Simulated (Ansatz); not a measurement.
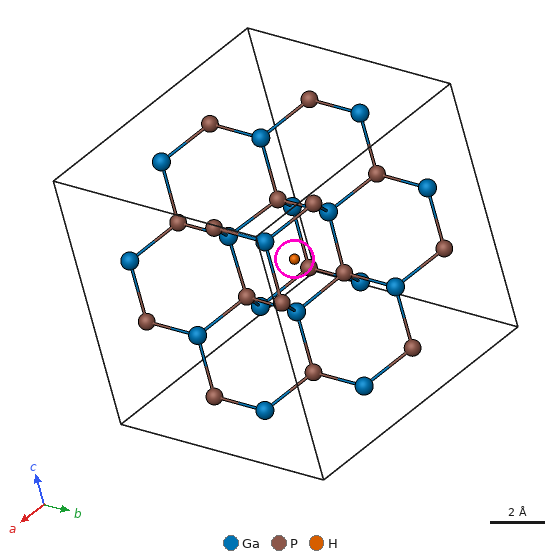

An orthographic ball-and-stick view of the structure, from a general direction. One supercell is outlined, and atoms on its boundary appear in each equivalent place. The host is GaP, in a cell of 32 sites, and the cell carries a charge of +1. A ring marks the defect's site.

**Name the defect and give its surroundings.**

An interstitial hydrogen atom. It is bonded to no bonds drawn.

The atoms were relaxed in the host's cell with DFT PBE, scalar-relativistic, plane waves, PAW in Ansatz 0.2.0.
